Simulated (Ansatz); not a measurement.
**Grüneisen parameters and expansion of KF (Carobbiite, Fm-3m)**

Which modes of KF (Carobbiite) drive its thermal expansion?

Experimental results on record:
- volume expansion coefficient 104.4 1e-6/K and heat capacity C_P per formula unit 49 J/mol/K near room temperature (given in “High-Throughput Prediction of Finite-Temperature Properties using the Quasi-Harmonic Approximation”, 2016, arXiv:1603.06924)
- volume expansion coefficient 95.1 1e-6/K near room temperature (given in “Descriptors for thermal expansion in solids”, 2017, arXiv:1701.03966)

Calculated with Ansatz 0.2.0; DFT LDA, scalar-relativistic, plane waves, PAW.

## 1. Set-up

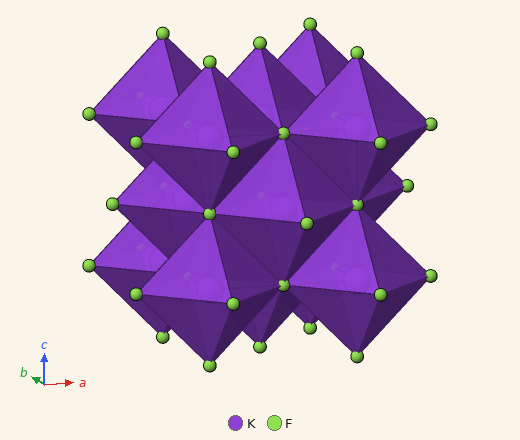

Start, viewed slightly off an axis; potassium purple, fluorine green. This picture shows the conventional cell, with its axes. Some periodic images of atoms are drawn too.

As a file:

```cif
data_structure
_symmetry_space_group_name_H-M 'P 1'
_symmetry_Int_Tables_number 1
_cell_length_a 3.7786
_cell_length_b 3.7786
_cell_length_c 3.7786
_cell_angle_alpha 60.000
_cell_angle_beta 60.000
_cell_angle_gamma 60.000
_cell_volume 38.15
loop_
_atom_site_label
_atom_site_type_symbol
_atom_site_fract_x
_atom_site_fract_y
_atom_site_fract_z
_atom_site_occupancy
K1 K 0.00000 0.00000 0.00000 1
F2 F 0.50000 0.50000 0.50000 1
```

## 2. Probe on a coarse mesh

A cheap single point shows whether the cell is a metal or an insulator and how far it is from rest; that sets the k-mesh and the occupations of what follows.

The input, input.yaml:

```yaml
crystal:
  lattice:
    - [0.0, 2.67185, 2.67185]
    - [2.67185, 0.0, 2.67185]
    - [2.67185, 2.67185, 0.0]
  atoms:
    - { symbol: K, position: [0.0, 0.0, 0.0] }
    - { symbol: F, position: [0.5, 0.5, 0.5] }
kpoints:
  mp_grid: { grid: [6, 6, 6] }
hamiltonian:
  xc: lda
scf:
  occupations: { method: gaussian, width: 0.1 }
output:
  forces: true
  stress: true
  eigenvalues: true
```

Command:

```bash
> ansatz run input.yaml --threads 4 --pin off --max-ram 8192MiB --backend cpu --events-out ev --progress --plain --runs-dir out
```

Numbers of over 12 decimals in the logs are rounded to 6 here.

Log:

```text
Engine: ansatz 0.2.0, aarch64-unknown-linux-gnu
Pseudopotentials: kind: paw
Pseudopotential: K, paw, valence charge 9, recommended cutoff 420 eV (normal), K.paw.azcp
Pseudopotential: F, paw, valence charge 7, recommended cutoff 420 eV (normal), F.paw.azcp
Functional definition: SPW92
  exchange = slater_x
  correlation = pw_c
Crystal: 2 atoms, lattice volume = 38.148 Å³
Basis set: ecut = 420 eV, 725 PW (Γ)
Bands: 12, of which v1, the nominal top of the filled ones, is band 8 counted from 1 (7 counted from 0)
Symmetry: 48 space group operations
Space group: Fm-3m (ITA 225), of the structure as read, at distance tolerance 3.4e-5 Å
k-points: 16 of 216
Non-local potential: K, projectors of the file, l = 0: 3, l = 1: 2, l = 2: 2
Non-local potential: F, projectors of the file, l = 0: 2, l = 1: 2, l = 2: 1
PAW form: soft (Blöchl's): semilocal exchange-correlation on the pseudo side does not see the compensation charge
PAW frozen core: K, regenerated for the run's functional, and the local potential with it (the file was generated under x = pbe(κ = 0.804, μ = 0.219515), c = pbe(β = 0.066725))
PAW frozen core: F, regenerated for the run's functional, and the local potential with it (the file was generated under x = pbe(κ = 0.804, μ = 0.219515), c = pbe(β = 0.066725))
PAW one-centre angular grid: K, 110 points (default); XC on 64 Gauss nodes
PAW one-centre angular grid: F, 110 points (default); XC on 64 Gauss nodes
Initial density: superposition of atomic densities (neutral atoms: chi_scale 0, normalization atom), corrected by the library's trained network
Initial wavefunctions: pseudopotential atomic-orbital guess
Functional: x = slater, c = lda
SCF iter   1: F=—  HF=-2292.754310 eV  |F-HF|=—  |Δ(HF+E_count)|=         —  Δρ=1.54e-2  dr2=6.90e-2  ethr=1.77e-3  ⟨swp⟩=5.3  Hψ=1164  notcnv=0
preconditioner: auto → none  [insulator: Δε(μ)=5.514 eV  Ē_g=17.080 eV  σ=0.100 eV  W_gap=1.00  n_scr=14 (ndim 8)  ℏωp=22.5 eV  f_vac=0.122  D(μ)=0.00/eV (n_scr^D=0)  ε∞_Penn≈2.7]
SCF iter   2: F=—  HF=-2292.740373 eV  |F-HF|=—  |Δ(HF+E_count)|=   1.39e-2  Δρ=1.07e-2  dr2=2.33e-2  ethr=4.31e-4  ⟨swp⟩=2.0  Hψ=489  notcnv=0
SCF iter   3: F=—  HF=-2292.733695 eV  |F-HF|=—  |Δ(HF+E_count)|=   6.68e-3  Δρ=2.17e-3  dr2=8.46e-4  ethr=1.46e-4  ⟨swp⟩=2.0  Hψ=344  notcnv=0
SCF iter   4: F=—  HF=-2292.733400 eV  |F-HF|=—  |Δ(HF+E_count)|=   2.96e-4  Δρ=4.01e-4  dr2=1.97e-5  ethr=5.29e-6  ⟨swp⟩=2.0  Hψ=300  notcnv=0
SCF iter   5: F=—  HF=-2292.733393 eV  |F-HF|=—  |Δ(HF+E_count)|=   7.11e-6  Δρ=1.99e-5  dr2=5.42e-8  ethr=1.23e-7  ⟨swp⟩=2.6  Hψ=297  notcnv=0
SCF iter   6: F=-2292.733393 eV  HF=-2292.733393 eV  |F-HF|=6.51e-9  |Δ(HF+E_count)|=   2.79e-8  Δρ=5.56e-6  dr2=7.49e-9  ethr=3.39e-10  ⟨swp⟩=2.1  Hψ=638  notcnv=0
SCF 1 converged in 6 iterations: F = -2292.733393 eV  dr2 = 7.49e-9
  greatest PAW one-centre occupation: 0.985 electrons in one spin orbital (limit 2), on the K atom at site 0 (counted from 0), in its partial waves of l = 0
SCF converged after 6 iterations
Free energy (F): -2292.733393 eV
Harris-Foulkes:  -2292.733393 eV  (|F-HF|=6.51e-9)
Internal energy: -2292.733393 eV  (E = F + TS)
E sigma→0 (E₀):  -2292.733393 eV
Fermi energy:    3.912815 eV
--- Per-component energies (eV) ---
  E_band       = -129.210523
  E_kinetic    = 459.336478
  E_local      = -1110.579337  (includes V_loc(G=0)·N_el)
  E_nonlocal   = 90.981970
  E_hartree    = 396.867304
  E_xc         = -211.736929
  E_vxc        = -265.500688  (∫ρ·V_xc dr)
  E_paw        = -929.913716  (= ΣΔE_a)
  E_vpaw       = -97.183119  (= ΣTr[D̂ρ^β])
  E_aug_tail   = 0.002025  (compensation charges beyond the density's cutoff)
  E_ewald      = -988.061939
  E_core_change = 0.370752  (= ΣΔE_core)
  E_smearing   = -0.000000  (= −TS)
  E_closure    = -0.000000  (closes the sum)
  Σ components = -2292.733393   (vs F -2292.733393, Δ=0.00e0)
--- Forces (eV/Å), atoms counted from 1 ---
  atom   1  K     -0.00000000     0.00000000     0.00000000
  atom   2  F      0.00000000     0.00000000    -0.00000000
  max |Σ_I F_I| component: 2.90e-29 eV/Å
--- Stress (GPa, compression-positive) ---
       -3.498116       0.000000       0.000000
        0.000000      -3.498116      -0.000000
       -0.000000       0.000000      -3.498116
  P = ⅓ Tr σ = -3.4981 GPa (-34.981 kbar)
--- Band table (eV; the first three rows and the last of 16) ---
  k-point 0: bands = [... 4 lower, -8.0937, 1.0080, 1.0080, 1.0080, 6.8158, 11.5371, 11.5371, 11.5371]
  k-point 1: bands = [... 4 lower, -8.1036, 0.7575, 0.9135, 0.9135, 7.5713, 11.1021, 11.9038, 11.9038]
  k-point 2: bands = [... 4 lower, -8.1229, 0.3449, 0.7312, 0.7312, 9.1461, 10.8109, 12.6395, 12.6395]
  k-point 15: bands = [... 4 lower, -8.2201, 0.6737, 0.8124, 0.8875, 9.6807, 11.3245, 11.8005, 14.3732]
```

It took 0.28 s on 4 threads of Arm Neoverse V1, shared host; peak memory 0.21 GiB.

This step gave:

* pressure: -3.498 GPa
* gap on the k-mesh: 5.808 eV
* volume per atom: 19.07 Å³

The start is under -3.5 GPa at this level and looks like an insulator or semiconductor on this mesh.

## 3. Finding the static equilibrium

The vibrations must be taken about the equilibrium of this functional, not about the starting cell, so the structure is relaxed.

input.yaml, the sections that differ from step 2:

```yaml
kpoints:
  mp_grid: { grid: [8, 8, 8] }
scf:
  occupations: { method: gaussian, width: 0.02 }
output:
  forces: true
  stress: true
  eigenvalues: true
  write_density: true
  write_potential: true
  elf: true
  volumetric_format: npy
relax:
  adjacent_minimum: "off"
  f_tol: 0.005
  max_steps: 80
  cell: { stress_tol: 0.05 }
# crystal, hamiltonian: as in step 2
```

Log:

```text
[...]
Crystal: 2 atoms, lattice volume = 38.148 Å³
Basis set: ecut = 420 eV, 725 PW (Γ)
Bands: 12, of which v1, the nominal top of the filled ones, is band 8 counted from 1 (7 counted from 0)
Symmetry: 48 space group operations
[...]
k-points: 29 of 512
[...]
SCF iter   1: F=—  HF=-2292.754365 eV  |F-HF|=—  |Δ(HF+E_count)|=         —  Δρ=1.54e-2  dr2=6.89e-2  ethr=1.77e-3  ⟨swp⟩=6.1  Hψ=2280  notcnv=0
[...]
SCF iter   6: F=-2292.733483 eV  HF=-2292.733483 eV  |F-HF|=8.05e-9  |Δ(HF+E_count)|=   2.87e-8  Δρ=6.10e-6  dr2=9.14e-9  ethr=3.83e-10  ⟨swp⟩=4.7  Hψ=1755  notcnv=0
SCF 1 converged in 6 iterations: F = -2292.733483 eV  dr2 = 9.14e-9
[...]
relax step   1: F+E_penalty+E_count = -2292.73348302 eV  Δ(F+E_penalty+E_count) = +0.000e0 eV  max|allowed force component| = 2.657e-29 eV/Å  Δτ_max = 0.0000 Å  P = -3.497 GPa  Ω = 38.148 Å³  (6 SCF iters, dr2 threshold 1.00e-7 eV, accepted)
Crystal: 2 atoms, lattice volume = 34.287 Å³
Basis set: ecut = 420 eV, 645 PW (Γ)
[...]
iter 1 solved again at ethr=2.05e-4 eV; its pass at ethr=3.10e-3 eV (dr2=3.28e-2 eV) is discarded
[...]
SCF iter   6: F=-2292.785044 eV  HF=-2292.785044 eV  |F-HF|=2.17e-9  |Δ(HF+E_count)|=   1.65e-7  Δρ=2.95e-6  dr2=2.64e-9  ethr=1.25e-9  ⟨swp⟩=8.1  Hψ=2182  notcnv=0
SCF 2 converged in 6 iterations: F = -2292.785044 eV  dr2 = 2.64e-9
relax step   2: F+E_penalty+E_count = -2292.78504449 eV  Δ(F+E_penalty+E_count) = -5.156e-2 eV  max|allowed force component| = 7.428e-29 eV/Å  Δτ_max = 0.0000 Å  P = +0.508 GPa  Ω = 34.287 Å³  energy of the carried Pulay correction = +1.117e-2 eV  (6 SCF iters, dr2 threshold 2.00e-7 eV, accepted)
Crystal: 2 atoms, lattice volume = 34.733 Å³
[...]
SCF iter   5: F=-2292.784283 eV  HF=-2292.784283 eV  |F-HF|=3.01e-9  |Δ(HF+E_count)|=   2.53e-9  Δρ=4.45e-6  dr2=4.10e-9  ethr=1.25e-9  ⟨swp⟩=7.4  Hψ=1869  notcnv=0
SCF 3 converged in 5 iterations: F = -2292.784283 eV  dr2 = 4.10e-9
relax step   3: F+E_penalty+E_count = -2292.78428336 eV  Δ(F+E_penalty+E_count) = +7.611e-4 eV  max|allowed force component| = 5.185e-30 eV/Å  Δτ_max = 0.0000 Å  P = -0.077 GPa  Ω = 34.733 Å³  energy of the carried Pulay correction = +9.821e-3 eV  (5 SCF iters, dr2 threshold 2.00e-7 eV, accepted)
[...]
relax step   4: F+E_penalty+E_count = -2292.78447776 eV  Δ(F+E_penalty+E_count) = -1.944e-4 eV  max|allowed force component| = 3.504e-29 eV/Å  Δτ_max = 0.0000 Å  P = -0.002 GPa  Ω = 34.673 Å³  energy of the carried Pulay correction = +1.000e-2 eV  (4 SCF iters, dr2 threshold 1.50e-8 eV, accepted)
[...]
relax step   5: F+E_penalty+E_count = -2292.77865449 eV  Δ(F+E_penalty+E_count) = +5.823e-3 eV  max|allowed force component| = 9.585e-29 eV/Å  Δτ_max = 0.0000 Å  P = -0.350 GPa  Ω = 34.673 Å³  stress off target by 3.50e-1 GPa  SCF on the basis re-selected at this cell (its energy is not comparable with the rows above)  (6 SCF iters)
[...]
relax step   6: F+E_penalty+E_count = -2292.77975961 eV  Δ(F+E_penalty+E_count) = -1.105e-3 eV  max|allowed force component| = 1.262e-29 eV/Å  Δτ_max = 0.0000 Å  P = +0.017 GPa  Ω = 34.399 Å³  energy of the carried Pulay correction = +8.188e-4 eV  (4 SCF iters, dr2 threshold 2.00e-7 eV, accepted)
[...]
SCF iter   1: F=—  HF=-2292.778749 eV  |F-HF|=—  |Δ(HF+E_count)|=         —  Δρ=7.68e-5  dr2=3.29e-7  ethr=2.19e-6  ⟨swp⟩=2.3  Hψ=2991  notcnv=0
eigensolver tolerance schedule: the retry pair's looser diagonalisation over-reported the residual by 1067.95 of it (diagonalisation noise at 3.11 of the residual, at the tolerance the schedule requests for it); recorded, not acted on — ethr = c·dr2/N_el stays at c = 1.0e-1
[...]
SCF iter   2: F=—  HF=-2292.778749 eV  |F-HF|=—  |Δ(HF+E_count)|=   2.75e-7  Δρ=3.62e-5  dr2=1.60e-7  ethr=2.05e-9  ⟨swp⟩=2.0  Hψ=570  notcnv=0
[...]
SCF iter   5: F=-2292.778749 eV  HF=-2292.778749 eV  |F-HF|=1.82e-12  |Δ(HF+E_count)|=  3.91e-11  Δρ=2.32e-7  dr2=8.39e-12  ethr=1.00e-12  ⟨swp⟩=3.0  Hψ=1412  notcnv=0
SCF 7 converged in 5 iterations: F = -2292.778749 eV  dr2 = 8.39e-12
relax step   7: F+E_penalty+E_count = -2292.77874898 eV  Δ(F+E_penalty+E_count) = +1.011e-3 eV  max|allowed force component| = 1.601e-29 eV/Å  Δτ_max = 0.0000 Å  P = -0.011 GPa  Ω = 34.399 Å³  stress off target by 1.12e-2 GPa  SCF on the basis re-selected at this cell (its energy is not comparable with the rows above)  (5 SCF iters)
[...]
SCF converged after 5 iterations
Free energy (F): -2292.778749 eV
[...]
Internal energy: -2292.778749 eV  (E = F + TS)
E sigma→0 (E₀):  -2292.778749 eV
Fermi energy:    4.958728 eV
[...]
--- Stress (GPa, compression-positive) ---
       -0.011184      -0.000000      -0.000000
       -0.000000      -0.011184      -0.000000
       -0.000000      -0.000000      -0.011184
  P = ⅓ Tr σ = -0.0112 GPa (-0.112 kbar)
--- Band table (eV; the first three rows and the last of 29) ---
  k-point 0: bands = [... 4 lower, -6.9760, 1.7756, 1.7756, 1.7756, 8.1418, 12.5715, 12.5715, 12.5715]
  k-point 1: bands = [... 4 lower, -6.9826, 1.6007, 1.7037, 1.7037, 8.6233, 12.2836, 12.8089, 12.8089]
  k-point 2: bands = [... 4 lower, -6.9982, 1.2366, 1.5362, 1.5362, 9.7835, 11.9342, 13.4062, 13.4062]
  k-point 28: bands = [... 4 lower, -7.0801, 1.2602, 1.6571, 1.6571, 11.5699, 11.5699, 13.4381, 15.7585]
--- Relaxed structure (5 steps of the walk, 5 accepted, 2 SCFs on fresh bases) ---
  F+E_penalty+E_count = -2292.77874898 eV   max|allowed force component| = 1.601e-29 eV/Å   (the final SCF, on the basis selected at the relaxed cell)
  cell:  # Å, volume = 34.3985 Å³
    - [0, 2.581289, 2.581289]
    - [2.581289, 0, 2.581289]
    - [2.581289, 2.581289, 0]
  atoms:
    - { symbol: K, position: [0, 0, 0] }
    - { symbol: F, position: [0.5, 0.5, 0.5] }
```

The job ended after 2.3 s (4 threads; peak memory 0.24 GiB; 7.1 s of CPU time).

Step by step:

| step | energy less that of the first step (eV) | largest force component (eV/Å) | pressure (GPa) | volume (Å³) |
| --- | --- | --- | --- | --- |
| 1 | 0.0000 | 0.0000 | -3.50 | 38.15 |
| 2 | -0.0516 | 0.0000 | 0.51 | 34.29 |
| 3 | -0.0508 | 0.0000 | -0.08 | 34.73 |
| 4 | -0.0510 | 0.0000 | 0.00 | 34.67 |
| 5* | -0.0452 | 0.0000 | -0.35 | 34.67 |
| 6 | -0.0463 | 0.0000 | 0.02 | 34.40 |
| 7* | -0.0453 | 0.0000 | -0.01 | 34.40 |

Relaxation steps marked * repeat the geometry before them on a plane-wave basis chosen anew for their cell, so energy and pressure can jump there.

Forces are held to the 48 operations that the run works with; a distortion that breaks them can't arise in this run.

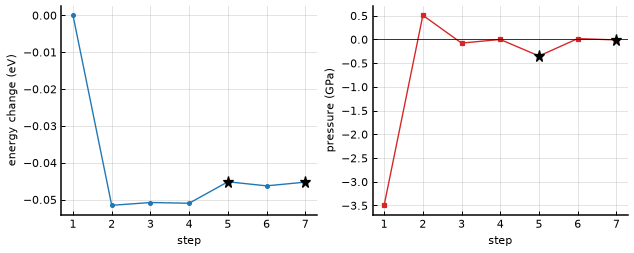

Energy and pressure along the relaxation. Stars mark steps on a basis chosen anew.

| conventional cell, symmetrised | before | after | change |
| --- | --- | --- | --- |
| a (Å) | 5.344 | 5.163 | -3.4 % |
| b (Å) | 5.344 | 5.163 | -3.4 % |
| c (Å) | 5.344 | 5.163 | -3.4 % |
| volume (Å³/atom) | 19.07 | 17.20 | -9.8 % |

Final coordinates:

```cif
data_structure
_symmetry_space_group_name_H-M 'P 1'
_symmetry_Int_Tables_number 1
_cell_length_a 3.6505
_cell_length_b 3.6505
_cell_length_c 3.6505
_cell_angle_alpha 60.000
_cell_angle_beta 60.000
_cell_angle_gamma 60.000
_cell_volume 34.40
loop_
_atom_site_label
_atom_site_type_symbol
_atom_site_fract_x
_atom_site_fract_y
_atom_site_fract_z
_atom_site_occupancy
K1 K 0.00000 0.00000 0.00000 1
F2 F 0.50000 0.50000 0.50000 1
```

Numbers from this step:

* pressure: -0.01118 GPa
* gap on the k-mesh: 6.366 eV
* volume per atom: 17.20 Å³

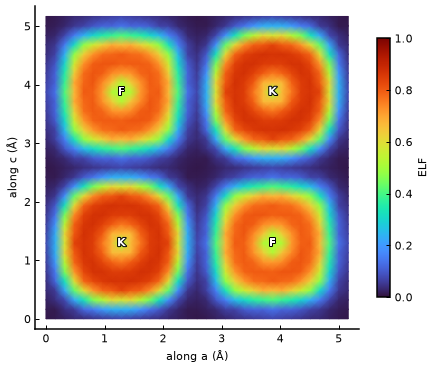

ELF in the ac plane of the conventional cell at fractional y = 0.000, with atoms of K and F within 0.2 Å of it. It is the smooth field of the valence electrons, not physical close to the nuclei. The map starts off the cell's origin, so that atoms lie inside it.

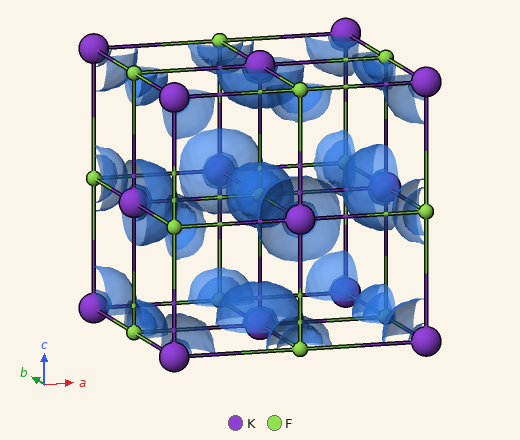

Surface of ELF = 0.79.

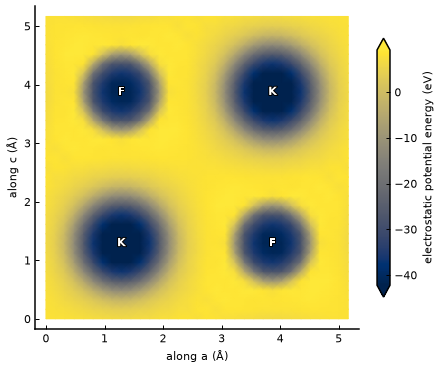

Electrostatic potential energy in the ac plane of the conventional cell at fractional y = 0.000, with atoms of K and F within 0.2 Å of it. With pseudopotentials it is smooth inside the atoms' cores, unlike the true potential. The map starts off the cell's origin, so that atoms lie inside it.

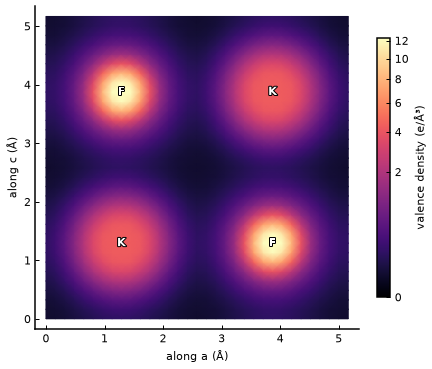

Valence density in the ac plane of the conventional cell at fractional y = 0.000, with atoms of K and F within 0.2 Å of it. It is the smooth field of the valence electrons, not physical close to the nuclei. The map starts off the cell's origin, so that atoms lie inside it. The colour scale is stretched toward low values.

The relaxation ends with a pressure of -0.01 GPa.

## 4. A second relaxation

The relaxation is run once more from where the first one ended, as the script does after a large change of volume or of the gap, with mesh and occupations reviewed.

input.yaml, the sections that differ from step 3:

```yaml
crystal:
  lattice:
    - [0.0, 2.5812886551, 2.5812886551]
    - [2.5812886551, 0.0, 2.5812886551]
    - [2.5812886551, 2.5812886551, 0.0]
  atoms:
    - { symbol: K, position: [0.0, 0.0, 0.0] }
    - { symbol: F, position: [0.5, 0.5, 0.5] }
output:
  forces: true
  stress: true
  eigenvalues: true
# kpoints, hamiltonian, scf, relax: as in step 3
```

Log:

```text
[...]
Crystal: 2 atoms, lattice volume = 34.399 Å³
Basis set: ecut = 420 eV, 645 PW (Γ)
Bands: 12, of which v1, the nominal top of the filled ones, is band 8 counted from 1 (7 counted from 0)
Symmetry: 48 space group operations
[...]
k-points: 29 of 512
[...]
k-point 28: bands = [... 4 lower, -7.0801, 1.2602, 1.6571, 1.6571, 11.5699, 11.5699, 13.4381, 15.7585]
--- Relaxed structure (1 steps of the walk, 1 accepted, 1 SCFs on fresh bases) ---
[...]
cell:  # Å, volume = 34.3985 Å³
    - [0.0, 2.5812886551, 2.5812886551]
    - [2.5812886551, 0.0, 2.5812886551]
    - [2.5812886551, 2.5812886551, 0.0]
  atoms:
    - { symbol: K, position: [0.0, 0.0, 0.0] }
    - { symbol: F, position: [0.5, 0.5, 0.5] }
[key lines of the parts left out:]
SCF converged after 4 iterations
Free energy (F): -2292.778749 eV
Fermi energy:    4.958727 eV
P = ⅓ Tr σ = -0.0112 GPa (-0.112 kbar)
```

The job ended after 0.65 s (4 threads; peak memory 0.23 GiB).

Little changed from the start: no atom moved by 0.005 Å and no cell edge by 0.1 %.

This step gave:

```
pressure : -0.01119 GPa
```

(Continued in part 2 of 4.)

[Logs are printed without paths, hosts, clocks, repeated set-up lines and the standing remarks that a program may print on its own settings, such as how far it seeks lower states.]

[Hosts, paths, dates, database ids (printed as entryN), source tags and the programs' standing remarks are cut or masked in the printed files.]

[A step with changed settings may run another functional than the one named; its input shows which.]

[Of the runs on displaced cells, only some may be shown.]
